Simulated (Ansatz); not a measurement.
B

Input file:

```
crystal:
  lattice:
    - [2.34611, 0.0, 0.0]
    - [0.0, 2.34611, 0.0]
    - [0.0, 0.0, 1.58579]
  atoms:
    - { symbol: B, position: [0.5, 0.5, 0.5] }
hamiltonian:
  xc: r2scan50
  pseudopotentials: { kind: paw }
kpoints:
  mp_grid: { grid: [6, 6, 8] }
scf:
  occupations: { method: fermi_dirac, width: 0.05 }
output:
  forces: true
  stress: true
  eigenvalues: true
  write_density: true
  write_potential: true
  elf: true
  volumetric_format: npy
```

Below, planes, directions and counts refer to the conventional cell (a = 2.35 Å, b = 2.35 Å, c = 1.59 Å, α = 90.00°, β = 90.00°, γ = 90.00°).

Space group P4/mmm; a generated structure, not necessarily the stable one; computed pressure about −4 GPa in this cell.

Computed with Kohn-Sham DFT of a periodic cell, r2SCAN50, Ansatz PAW (Ansatz).

**What will maps of the valence pseudo-density and electron localisation function show?**

B–B (1.59 Å): the density is about 1.2 e/Å³ at the midpoint; the ELF peaks at about 0.95 between the atoms.

**Does the calculation give a band gap?**

It is gapless in this calculation (a metal or semimetal).

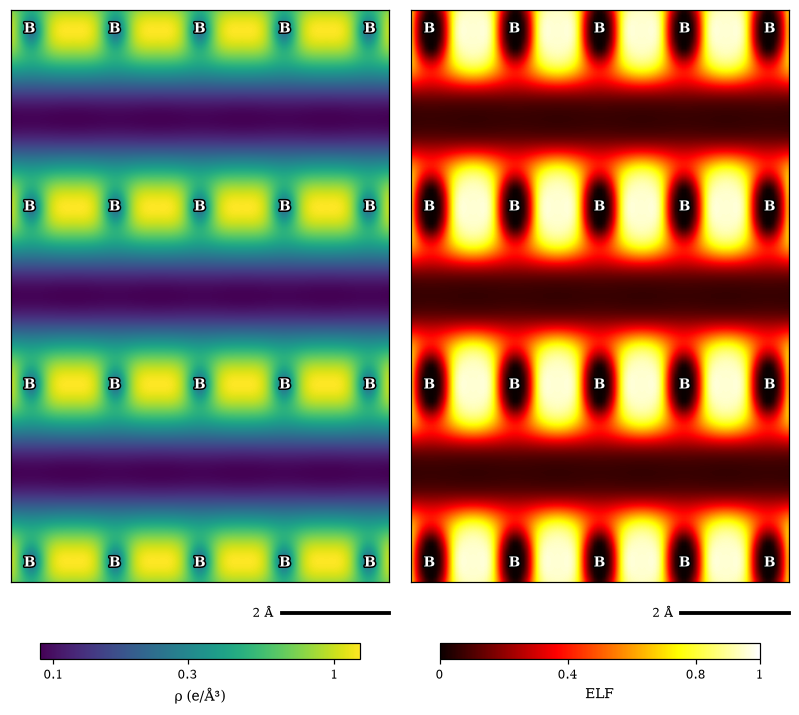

Computed valence pseudo-density and electron localisation function on the (11̄0) plane of the conventional cell, in this order. 

Core electrons are frozen (PAW), and the valence fields are smoothed inside the atomic spheres.
